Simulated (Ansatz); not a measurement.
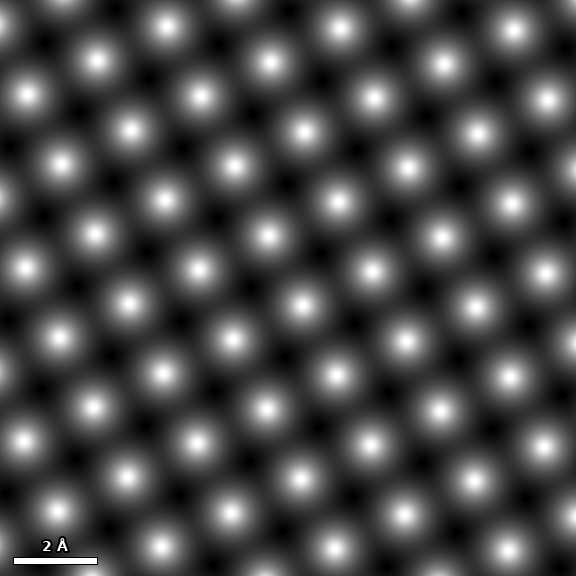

Map of the projected electrostatic potential of a crystal. Computed as the sum of neutral-atom potentials (tabulated electron scattering factors, B = 0.3 Å²) projected along the beam and smoothed by 0.25 Å; brighter is more positive. The display is stretched by a gamma of 0.6; percentages refer to the linear signal.

Q: Give the net of the columns and its spacings.

A: The pattern repeats on a square net with a repeat of 1.9 Å.

Q: What is the plane group of the image?

A: p4mm: fourfold points with mirror lines through them along the axes and the diagonals.

Q: How many columns does the smallest repeating cell hold, and how many levels of brightness?

A: 1 column in the primitive cell of 3.6 Å², all of one brightness.

The crystal is B (Pm-3m, No. 221) seen along [001]. Structure used: the geometry relaxed with Ansatz 0.2.0, DFT r2SCAN, scalar-relativistic, plane waves, PAW; the starting structure was generated, so it need not be a known form of this composition.
